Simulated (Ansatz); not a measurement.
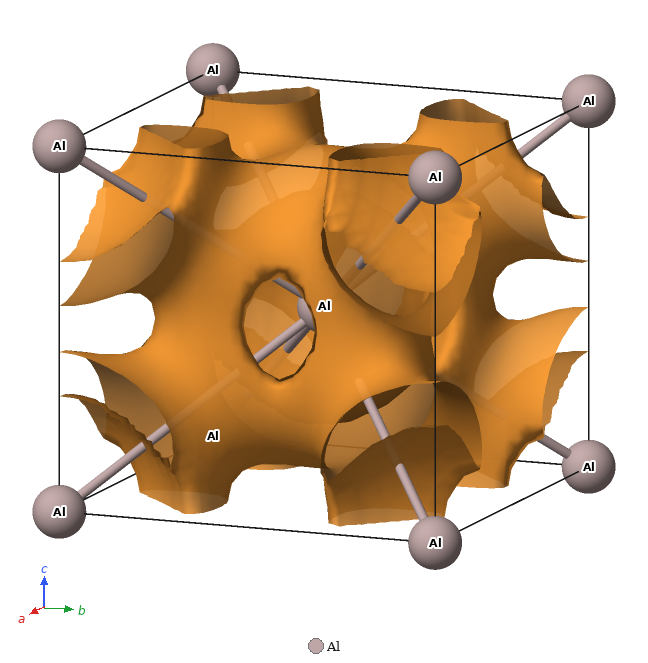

Figure. Al. Isosurface of the electron localisation function at 0.55 (orange), seen slightly off an axis. Core shells and regions of very low density are left out. Sticks mark near contacts.

Space group I4/mmm; computed without spin polarisation.

The calculation used DFT r2SCAN, scalar-relativistic, plane waves, PAW (Ansatz 0.2.0).

**Identify the bonds, lone pairs and shells in this picture.**

The surface consists of one network that runs through the whole crystal, counted in one cell of 2 atoms. Regions shared between cells count once. There are no localised bonds or lone pairs at this value.

Values along the shortest contacts:
Al–Al (2.79 Å): the ELF peaks at about 0.65 between the atoms.

**Does the calculation make it a metal, or give it a gap?**

It is gapless in this calculation (a metal or semimetal).
